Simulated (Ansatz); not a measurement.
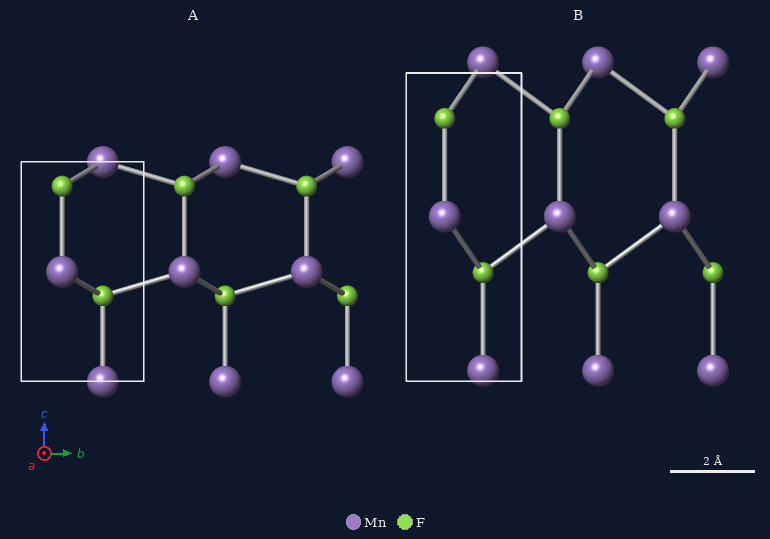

Two geometries of a crystal of MnF (a generated structure, set up in P6_3mc) (coarse preliminary run), drawn at one scale. One is the start of a relaxation, the other its converged end. The picture is a ball-and-stick view of the cell of the calculation, repeated 1 × 3 × 1 with one cell outlined, seen along the a axis.

Level of theory: Ansatz, DFT r2SCAN+U, scalar-relativistic, plane waves, PAW. Set-up: plane-wave cutoff 500 eV; k-point mesh 6 × 6 × 4; occupations gaussian; smearing width 0.1 eV; U Mn 3.9 eV; collinear spin; cell and atoms relaxed; force threshold 0.05 eV/Å; at most 60 steps.

Q: Which of the two is the end point?

A: Structure B is the relaxed one. Case: O → F on all its sites, cell and atoms relaxed. The energy falls by 394 meV per atom in 13 accepted moves (16 points after the start). The largest force component goes from 0.048 to 0.0078 eV/Å. Pressure: 28.46 GPa at the start and 0.16 GPa at the end. The SCF was repeated 3 times at an unchanged geometry on a basis and grid sized afresh for the cell, which shifted the energy by 6.9 meV per atom at most. The largest moves relative to the cell, 0.26 Å, are those of Mn and F atoms. Largest moves by element: F 0.26 Å, Mn 0.26 Å. The volume changes by +24.2 %, with a = b 3.365 → 3.166 Å (−5.9 %), c 5.235 → 7.349 Å (+40.4 %). Among the contacts that change: F–Mn 2.042 → 2.337 Å, F–Mn 2.026 → 2.265 Å. Among the angles between lasting bonds that change: Mn–F–Mn 112.3° → 88.7°, F–Mn–F 112.3° → 88.7°, F–Mn–F 106.5° → 126.2°. The space group stays P6_3mc (No. 186). Cost: 110 s on 1 thread of AMD EPYC 9R45 96-Core Processor (Zen 5), with other jobs on the host, peak memory 0.61 GiB.
